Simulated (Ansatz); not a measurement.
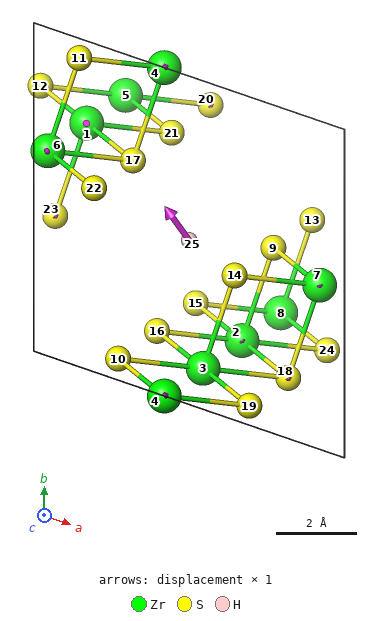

A relaxation of a defect cell of composition Zr8HS16 (cell charge −1). The starting structure is drawn; purple arrows show the displacements, at their true length.

A ball-and-stick model of the cell of the calculation (origin shifted), seen along the c axis.

Case: H interstitial, charge -1, atoms relaxed.

Level of theory: DFT PBE, scalar-relativistic, plane waves, PAW (Ansatz 0.2.0).

Input file:
```yaml
crystal:
  lattice:
    - [5.5278124674, -3.1914840161, 6.7579086874]
    - [5.5278124674, -3.1914840161, -6.7579086874]
    - [-1.8426041558, 9.5744520483, 0.0]
  atoms:
    - { symbol: Zr, position: [0.0, 0.0, 0.0] }
    - { symbol: Zr, position: [0.5, 0.5, 0.0] }
    - { symbol: Zr, position: [0.375, 0.375, 0.25] }
    - { symbol: Zr, position: [0.25, 0.25, 0.5] }
    - { symbol: Zr, position: [0.125, 0.125, 0.75] }
    - { symbol: Zr, position: [0.875, 0.875, 0.25] }
    - { symbol: Zr, position: [0.75, 0.75, 0.5] }
    - { symbol: Zr, position: [0.625, 0.625, 0.75] }
    - { symbol: S, position: [0.6011751479, 0.8154915188, 0.25] }
    - { symbol: S, position: [0.1011751479, 0.3154915188, 0.25] }
    - { symbol: S, position: [0.9761751479, 0.1904915188, 0.5] }
    - { symbol: S, position: [0.8511751479, 0.0654915188, 0.75] }
    - { symbol: S, position: [0.7261751479, 0.9404915188, 0.0] }
    - { symbol: S, position: [0.4761751479, 0.6904915188, 0.5] }
    - { symbol: S, position: [0.3511751479, 0.5654915188, 0.75] }
    - { symbol: S, position: [0.2261751479, 0.4404915188, 0.0] }
    - { symbol: S, position: [0.1488248521, 0.9345084812, 0.25] }
    - { symbol: S, position: [0.6488248521, 0.4345084812, 0.25] }
    - { symbol: S, position: [0.5238248521, 0.3095084812, 0.5] }
    - { symbol: S, position: [0.3988248521, 0.1845084812, 0.75] }
    - { symbol: S, position: [0.2738248521, 0.0595084812, 0.0] }
    - { symbol: S, position: [0.0238248521, 0.8095084812, 0.5] }
    - { symbol: S, position: [0.8988248521, 0.6845084812, 0.75] }
    - { symbol: S, position: [0.7738248521, 0.5595084812, 0.0] }
    - { symbol: H, position: [0.3299925217, 0.7500487176, 0.2244465246] }
total_charge: -1
basis:
  ecutwfc: 420
  xc_grid: 2
kpoints:
  mp_grid: { grid: [2, 2, 2], shift: [0.5, 0.5, 0.5] }
hamiltonian:
  xc: pbe
scf:
  occupations: { method: gaussian, width: 0.02 }
output:
  forces: true
  stress: false
  eigenvalues: true
  write_density: true
  write_potential: true
  elf: true
  volumetric_format: npy
relax:
  adjacent_minimum: "off"
  f_tol: 0.02
  max_steps: 60
```

Launched with:
```bash
ansatz run input.yaml --threads 4 --pin off --max-ram 10240MiB --backend cpu --events-out ev --progress --plain --runs-dir out
```

What did the optimiser do to the structure, and how much energy did it gain?

Answer. The atom that moves furthest is H25 (1.11 Å along [−3 3 1]). By element the largest moves are H 1.11 Å, Zr 0.14 Å, S 0.09 Å. The cell doesn't change. Among the contacts that change: S17–H25 2.482 → 1.361 Å, Zr1–S17 2.574 → 2.693 Å, Zr1–S12 2.574 → 2.506 Å, Zr2–S15 2.574 → 2.625 Å. New bonds form, among them: S17–H25 (2.48 → 1.36 Å). Among the angles between lasting bonds that change: S11–Zr6–S24 180.0° → 173.5°, S10–Zr4–S20 180.0° → 173.6°, Zr1–S10–Zr4 91.4° → 97.7°. Over 10 accepted moves (11 points after the start) the energy falls by 1.705 eV per cell of the calculation. Largest force component: 0.68 eV/Å at the start, 0.015 eV/Å at the end. The line search rejected the trial step at point 9 of the run.

Limits of the set-up: the cell is charged, on a uniform background, and energies carry no finite-size correction.
